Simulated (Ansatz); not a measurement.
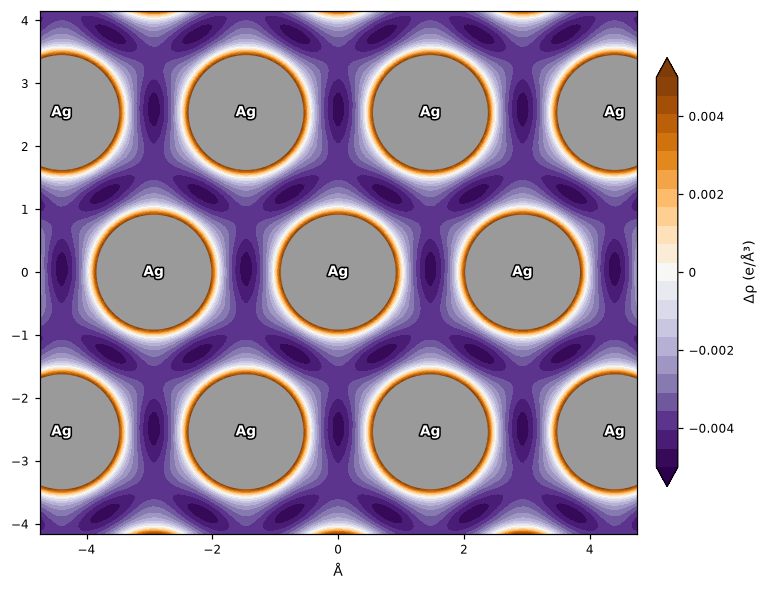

Ag: difference of two self-consistent densities at the same geometry, ρ(r2SCAN) − ρ(PBE), on the (001) plane of the conventional cell. Grey discs cover the cores, where the PAW densities can't be compared. Cores are masked to 0.9 Å (Ag).

Space group P6_3/mmc. This isn't the usual form at ambient conditions.

Both runs: Ansatz, scalar-relativistic, plane waves and PAW, same cutoff, k-points and PAW files (made with PBE).

```yaml
crystal:
  lattice:
    - [2.93000, 0.00000, 0.00000]
    - [-1.46500, 2.53745, 0.00000]
    - [0.00000, 0.00000, 4.79000]
  atoms:
    - { symbol: Ag, position: [0.33333, 0.66667, 0.25000] }
    - { symbol: Ag, position: [0.66667, 0.33333, 0.75000] }
```

What differs between the two levels of theory?

Against PBE, and outside the masked cores, the largest gain lies at the edge of the masked core of Ag, and the largest loss, 0.005 e/Å³, lies 1.5 Å from a silver nucleus.
At this volume the pressure is 0 GPa with PBE and −3 GPa with r2SCAN.
